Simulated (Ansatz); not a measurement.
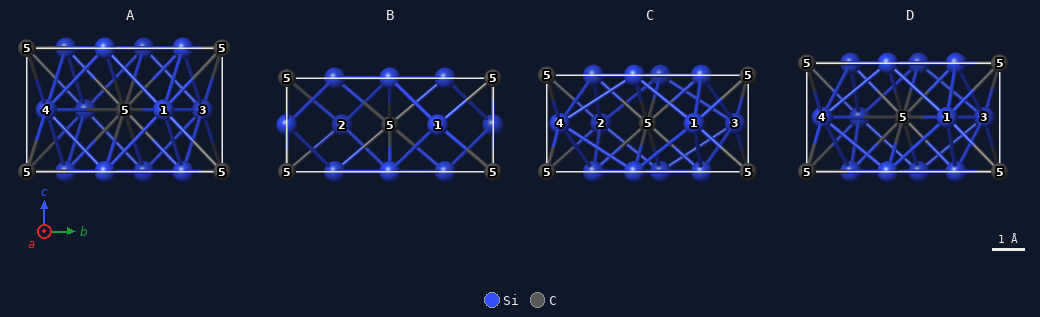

4 geometries from one relaxation of solid Si4C (a generated structure, set up in I4/m) (coarse preliminary run), in shuffled order. A ball-and-stick model of the conventional cell (2 times the calculation's cell), seen along the a axis. Lengths and directions refer to the drawn axes.

All numbers below come from DFT PBE, scalar-relativistic, plane waves, PAW (Ansatz). (plane-wave cutoff 420 eV; k-point mesh 6 × 6 × 6; occupations gaussian; smearing width 0.1 eV; no spin polarisation; cell and atoms relaxed; force threshold 0.04 eV/Å; at most 70 steps)

Question: Put them in the order of the run, from the start to the converged end.

Answer: A, D, C, B. They are steps 0, 4, 6, 12, at +498 meV per atom, +306 meV per atom, +83.0 meV per atom relative to the last. The largest moves relative to the cell, 0.68 Å, are those of Si1, Si2, Si3 and Si4. Si1 goes along [3 1 0]. C stays in place. The volume changes by −15.5 %, with a = b 6.151 → 6.494 Å (+5.6 %), c 3.890 → 2.948 Å (−24.2 %). Among the contacts that change: Si1–Si1 3.890 → 2.948 Å, Si1–C5 2.751 → 3.580 Å, Si1–Si2 2.751 → 3.573 Å, Si1–C5 (another image) 2.751 → 2.279 Å. Among the angles between lasting bonds that change: Si3–Si2–Si4 120.0° → 90.0°, Si3–Si2–Si4 60.0° → 90.0°, Si3–Si2–Si3 120.0° → 145.4°. The space group (tolerance 0.01 Å) goes from I4/m (No. 87) to I4/mmm (No. 139). Over 11 accepted moves (12 points after the start) the energy falls by 498 meV per atom. Largest force component: 0.46 eV/Å at the start, 0.022 eV/Å at the end. Pressure: −11.13 GPa at the start and 0.04 GPa at the end. At 1 point the geometry stayed and the basis and grid were re-selected for the new cell (energy shift of 0.5 meV per atom at most each time). The run took 23 s on 1 thread of Intel(R) Xeon(R) Platinum 8488C (Sapphire Rapids) (shared host), peak memory 0.42 GiB.
